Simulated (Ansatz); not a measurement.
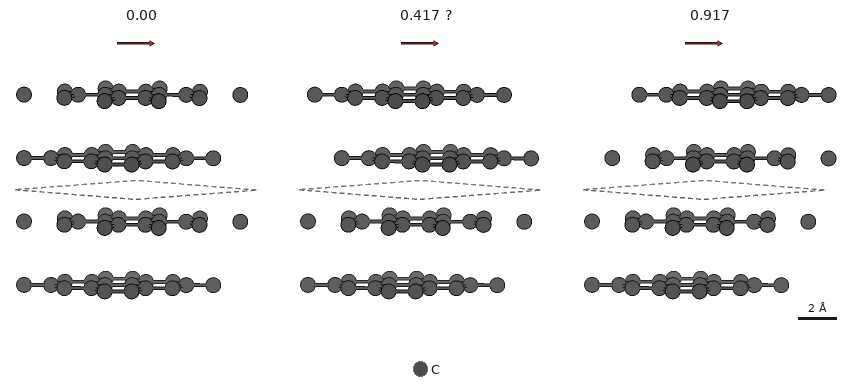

A scan of a crystal of C (P6_3/mmc): the crystal above a cut along the (0 0 1) plane of the conventional cell (between a plane of C below and one of C above, 3.37 Å apart) is slid rigidly by fractions of an in-plane lattice vector 4.27 Å long (a generalised stacking fault). One cut stands in each cell, which starts 13.5 Å high; nothing is relaxed, and the dashed outline marks the cut, the arrow on top the direction of slip. The picture is a ball-and-stick view of the layers on both sides of the cut, seen from the side, nearly along the cut plane.

These are results of DFT PBE+D3(BJ), scalar-relativistic, plane waves, PAW (Ansatz 0.2.0), not measurements. Settings: plane-wave cutoff 420 eV; k-point mesh 22 × 22 × 4; occupations gaussian; smearing width 0.15 eV; no spin polarisation. Energies (free energies at the smearing named) are counted from the relaxed crystal.

```tsv
slip (fraction of the lattice vector)	γ (mJ/m²)
0.0000	0.0
0.0833	4.4
0.1667	8.6
0.2500	4.8
0.3333	0.5
0.4167	?
0.5000	33.7
0.5833	63.9
0.6667	77.9
0.7500	64.0
0.8333	33.7
0.9167	8.2
```

Fill in the missing row.

Answer. A straight line between the two neighbours gives 17.1 mJ/m². A cubic through the four nearest rows (0.2500, 0.3333, 0.5000, 0.5833) gives, with Lagrange weights, (−0.1667)(4.8) + (0.6664)(0.5) + (0.6672)(33.7) + (−0.1669)(63.9) = 11.4 mJ/m². The calculation gives 8.6 mJ/m², so the cubic is 2.8 mJ/m² too high and the straight line 8.5 mJ/m² too high, as the curve bends upwards here.

The whole profile:

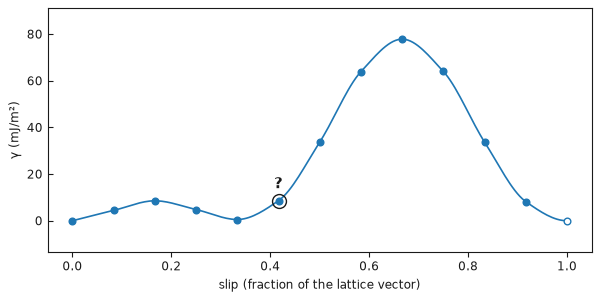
